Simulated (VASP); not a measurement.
**Er: potential calculation (part 2 of 2)**

Er (P-1, 2 atoms in the cell); Kohn-Sham DFT of a periodic cell, PW91, spin-orbit coupling, VASP PAW PBE potentials, minimal (VASP 6.6.1); cutoff 500 eV, 7×7×4 k-mesh, Gaussian smearing of 0.05 eV, non-collinear spins. The structure derives from an entry of the Crystallography Open Database. The run did not end well. It belongs to a series of runs on one base structure; here: cell strained at random at fixed volume.

Geometry of the input (Å; fractional positions):
```
3.5746  -0.0705  0.0449
-1.8484  3.1441  -0.0140
0.0704  0.0153  5.5177
Er 0.6667  0.3333  0.7500
Er 0.3333  0.6667  0.2500
```

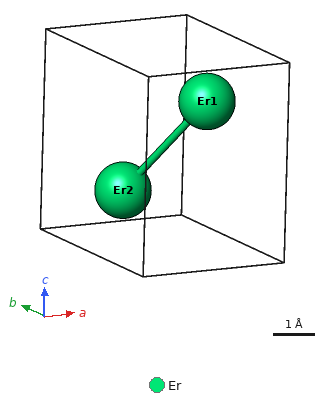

Fig. 1: The structure (ball-and-stick view of the cell of the calculation, seen at an oblique angle; atoms are numbered from 1 in the order of the input).

Parts of OUTCAR, continued:
```
 Following reciprocal coordinates:
            Coordinates               Weight
  0.000000  0.000000  0.000000      1.000000
  0.142857  0.000000  0.000000      1.000000
 -0.142857 -0.000000 -0.000000      1.000000
  0.285714  0.000000  0.000000      1.000000
 -0.285714 -0.000000 -0.000000      1.000000
  0.428571 -0.000000  0.000000      1.000000
 -0.428571  0.000000  0.000000      1.000000
 -0.000000  0.142857 -0.000000      1.000000
  0.000000 -0.142857  0.000000      1.000000
  0.142857  0.142857  0.000000      1.000000
 -0.142857 -0.142857 -0.000000      1.000000
  0.285714  0.142857  0.000000      1.000000
 -0.285714 -0.142857  0.000000      1.000000
  0.428571  0.142857  0.000000      1.000000
 -0.428571 -0.142857  0.000000      1.000000
 -0.428571  0.142857 -0.000000      1.000000
  0.428571 -0.142857  0.000000      1.000000
 -0.285714  0.142857 -0.000000      1.000000
  0.285714 -0.142857  0.000000      1.000000
 -0.142857  0.142857 -0.000000      1.000000
  0.142857 -0.142857  0.000000      1.000000
 -0.000000  0.285714  0.000000      1.000000
  0.000000 -0.285714 -0.000000      1.000000
  0.142857  0.285714  0.000000      1.000000
 [... further k-points ...]
   k-points           NKPTS =    196   k-points in BZ     NKDIM =    196   number of bands    NBANDS=     52
   number of dos      NEDOS =    301   number of ions     NIONS =      2
   total plane-waves  NPLWV =  31360
   dimension x,y,z NGX =    28 NGY =   28 NGZ =   40
   dimension x,y,z NGXF=    56 NGYF=   56 NGZF=   80
   ions per type =               2
   NGX,Y,Z   is equivalent  to a cutoff of  13.02, 12.76, 12.05 a.u.
   NGXF,Y,Z  is equivalent  to a cutoff of  26.04, 25.53, 24.10 a.u.
 SYSTEM =  unknown system
   PREC   = accura    normal or accurate (medium, high low for compatibility)
   ISTART =      0    job   : 0-new  1-cont  2-samecut
   ICHARG =      2    charge: 1-file 2-atom 10-const
   ISPIN  =      1    spin polarized calculation?
   LNONCOLLINEAR =      T non collinear calculations
   LSORBIT =      T    spin-orbit coupling
   LASPH  =      T    aspherical Exc in radial PAW
   ENCUT  =  500.0 eV  36.75 Ry    6.06 a.u.   6.52  6.65 10.06*2*pi/ulx,y,z
   NELM   =    150;   NELMIN=  2; NELMDL= -5     # of ELM steps
   EDIFF  = 0.1E-06   stopping-criterion for ELM
   LREAL  =      F    real-space projection
   EDIFFG = 0.1E-05   stopping-criterion for IOM
   NSW    =      0    number of steps for IOM
   IBRION =     -1    ionic relax: 0-MD 1-quasi-New 2-CG
   NFREE  =      0    steps in history (QN), initial steepest desc. (CG)
   ISIF   =      2    stress and relaxation
   ISYM   =      2    0-nonsym 1-usesym 2-fastsym
   POTIM  = 0.5000    time-step for ionic-motion
   TEBEG  =    0.0;   TEEND  =   0.0 temperature during run
   PSTRESS=    0.0 pullay stress
   NELECT =      44.0000    total number of electrons
   NUPDOWN=      -1.0000    fix difference up-down
   EMIN   =  10.00;   EMAX   =-10.00  energy-range for DOS
   EFERMI =   0.00;   METHOD = LEGACY
   ISMEAR =     0;   SIGMA  =   0.05  broadening in eV -4-tet -1-fermi 0-gaus
   EFERMI_NEDOS =   21; number of points for ismear=-14 and -15
   IALGO  =     38    algorithm
   IMIX   =      4    mixing-type and parameters
     AMIX     =   0.40;   BMIX     =  1.00
     AMIX_MAG =   1.60;   BMIX_MAG =  1.00
  volume/ion in A,a.u.               =      30.64       206.78
  Fermi-wavevector in a.u.,A,eV,Ry     =   1.465919  2.770185 29.237798  2.148918
  Thomas-Fermi vector in A             =   2.581718
   LORBIT       =     11    0 simple, 1 ext, 2 COOP (PROOUT), +10 PAW based schemes
   GGA     = 91    functional components
   LHFCALC =     F    Hartree Fock is set to
   AEXX    =    0.0000 exact exchange contribution
   IVDW    =     0    specifies the selected vdW correction
   LEPSILON=     F    determine dielectric tensor
   LRPA    =     F    only Hartree local field effects (RPA)
 Gauss-broadening in eV      SIGMA  =   0.05
  energy-cutoff  :      500.00
  volume of cell :       61.28
 maximum number of plane-waves:      3154
 NGX is ok and might be reduce to    28
   NGX = 13   NGY = 13   NGZ = 21

 number of electron      43.9999985 magnetization      -0.0147808      0.0089769     -0.3769845

 number of electron      43.9999986 magnetization       0.6856599      0.3252650      0.9580162

 number of electron      43.9999988 magnetization       0.8975723      0.1194194     -3.3983085

 Free energy of the ion-electron system (eV)
  ---------------------------------------------------
  ext. energy  EPLUGINS =         0.00000000
  ---------------------------------------------------
  free energy    TOTEN  =       -11.94706223 eV

  energy without entropy =      -11.93355031  energy(sigma->0) =      -11.94030627

------------------------ aborting loop because hard stop was set ---------------------------------------

  FORCE on cell =-STRESS in cart. coord.  units (eV):
  Direction    XX          YY          ZZ          XY          YZ          ZX
  --------------------------------------------------------------------------------------
  -------------------------------------------------------------------------------------
  Total       58.2783237     55.8793464   -119.1455453      1.5477514      1.5243674     -6.1613690
  in kB     1523.5969481   1460.8793839  -3114.8766387     40.4635735     39.8522361   -161.0794948
  external PRESSURE =     -43.4667689 kB  Pullay stress =       0.0000000 kB

 VOLUME and BASIS-vectors are now :
 -----------------------------------------------------------------------------
  energy-cutoff  :      500.00
  volume of cell :       61.28
      direct lattice vectors                 reciprocal lattice vectors
     3.574597000 -0.070513000  0.044859000     0.283085431  0.166402069 -0.004075475
    -1.848365000  3.144121000 -0.013977000     0.006359877  0.321788426 -0.000974858
     0.070429000  0.015324000  5.517730000    -0.002285367 -0.000537720  0.181264614

 POSITION                                       TOTAL-FORCE (eV/Angst)
 -----------------------------------------------------------------------------------
      1.81976      1.01252      4.16354         0.242219     -0.082546     -0.783633
     -0.02310      2.07641      1.38507        -0.242219      0.082546      0.783633
 -----------------------------------------------------------------------------------
    total drift:                                0.664348     -0.096339     -0.466300

  FREE ENERGIE OF THE ION-ELECTRON SYSTEM (eV)
  ---------------------------------------------------
  free  energy   TOTEN  =       -11.9470622339 eV

  energy  without entropy=      -11.9335503093  energy(sigma->0) =      -11.94030627

 orbital moment (x)

 # of ion     p       d       f       tot
 ------------------------------------------------
  1        -0.001   0.002   0.005   0.005
  2        -0.002  -0.002   0.006   0.001
 ------------------------------------------------
           -0.004  -0.001   0.010   0.006

 orbital moment (y)

 # of ion     p       d       f       tot
 ------------------------------------------------
  1        -0.000  -0.000  -0.006  -0.006
  2        -0.001  -0.003   0.001  -0.002
 ------------------------------------------------
           -0.001  -0.003  -0.004  -0.009

 orbital moment (z)

 # of ion     p       d       f       tot
 ------------------------------------------------
  1        -0.014  -0.004   1.489   1.471
  2         0.002  -0.005  -0.026  -0.029
 ------------------------------------------------
           -0.012  -0.009   1.463   1.441

 Spin-Orbit-Coupling matrix elements

 Ion:    1  E_soc:     -2.4937173
 l=   1
     0.0000000    -0.2259648    -0.2233418
    -0.2259648     0.0000000    -0.2257335
    -0.2233418    -0.2257335     0.0000000
 l=   2
     0.0000000    -0.0003673     0.0000000    -0.0003527    -0.0021744
    -0.0003673     0.0000000    -0.0010202    -0.0003290    -0.0003392
     0.0000000    -0.0010202     0.0000000    -0.0009341     0.0000000
    -0.0003527    -0.0003290    -0.0009341     0.0000000    -0.0003174
    -0.0021744    -0.0003392     0.0000000    -0.0003174     0.0000000
 l=   3
     0.0000000    -0.0262565     0.0000000     0.0000000     0.0000000    -0.0304953    -0.1284714
    -0.0262565     0.0000000    -0.0245840     0.0000000    -0.0329228    -0.1203039    -0.0262092
     0.0000000    -0.0245840     0.0000000    -0.0666201     0.0099921    -0.0196033     0.0000000
     0.0000000     0.0000000    -0.0666201     0.0000000    -0.0620433     0.0000000     0.0000000
     0.0000000    -0.0329228     0.0099921    -0.0620433     0.0000000    -0.0163074     0.0000000
    -0.0304953    -0.1203039    -0.0196033     0.0000000    -0.0163074     0.0000000    -0.0221589
    -0.1284714    -0.0262092     0.0000000     0.0000000     0.0000000    -0.0221589     0.0000000

 Ion:    2  E_soc:     -1.4511014
 l=   1
     0.0000000    -0.2297522    -0.2276385
    -0.2297522     0.0000000    -0.2315843
    -0.2276385    -0.2315843     0.0000000
 l=   2
     0.0000000    -0.0009986     0.0000000    -0.0010209    -0.0045291
    -0.0009986     0.0000000    -0.0032709    -0.0005978    -0.0009277
     0.0000000    -0.0032709     0.0000000    -0.0029328     0.0000000
    -0.0010209    -0.0005978    -0.0029328     0.0000000    -0.0008703
    -0.0045291    -0.0009277     0.0000000    -0.0008703     0.0000000
 l=   3
     0.0000000    -0.0005373     0.0000000     0.0000000     0.0000000    -0.0005326    -0.0042453
    -0.0005373     0.0000000    -0.0013033     0.0000000    -0.0012837    -0.0028426    -0.0007244
     0.0000000    -0.0013033     0.0000000    -0.0029688    -0.0007144    -0.0012949     0.0000000
     0.0000000     0.0000000    -0.0029688     0.0000000    -0.0028731     0.0000000     0.0000000
     0.0000000    -0.0012837    -0.0007144    -0.0028731     0.0000000    -0.0014715     0.0000000
    -0.0005326    -0.0028426    -0.0012949     0.0000000    -0.0014715     0.0000000    -0.0006357
    -0.0042453    -0.0007244     0.0000000     0.0000000     0.0000000    -0.0006357     0.0000000

 total charge

# of ion       s       p       d       f       tot
--------------------------------------------------
    1        2.107   5.871   0.503   7.634  16.115
    2        2.137   5.849   0.812  13.805  22.603
--------------------------------------------------
tot          4.244  11.720   1.315  21.440  38.718

 magnetization (x)

# of ion       s       p       d       f       tot
--------------------------------------------------
    1        0.003   0.003   0.022   1.291   1.319
    2        0.001   0.006   0.039   0.008   0.054
--------------------------------------------------
tot          0.004   0.009   0.061   1.299   1.373

 magnetization (y)

# of ion       s       p       d       f       tot
--------------------------------------------------
    1        0.002   0.001   0.005   0.893   0.901
    2        0.001  -0.002   0.004   0.003   0.006
--------------------------------------------------
tot          0.003  -0.000   0.009   0.896   0.907

 magnetization (z)

# of ion       s       p       d       f       tot
--------------------------------------------------
    1        0.030   0.020   0.242   0.639   0.932
    2        0.013   0.065   0.164  -0.074   0.168
--------------------------------------------------
tot          0.043   0.085   0.406   0.566   1.099
```

CONTCAR:
```
Er
   1.00000000000000
     3.5745969999999998   -0.0705130000000000    0.0448590000000000
    -1.8483650000000000    3.1441210000000002   -0.0139770000000000
     0.0704290000000000    0.0153240000000000    5.5177300000000002
  Er
     2
Direct
     0.6666666667121888    0.3333333333131563    0.7499999999995808
     0.3333333332878112    0.6666666666868508    0.2500000000004192

  0.00000000E+00  0.00000000E+00  0.00000000E+00
  0.00000000E+00  0.00000000E+00  0.00000000E+00
```

Outcome:

| quantity | value |
| --- | --- |
| outcome | stopped at the time limit |
| space group (tolerance 0.01 Å) | P-1 (2) |
| wall time | 56 min |
| peak memory | 0.9 GiB |

Diagnosis:

The run was cut off by its time limit, so the output is incomplete.
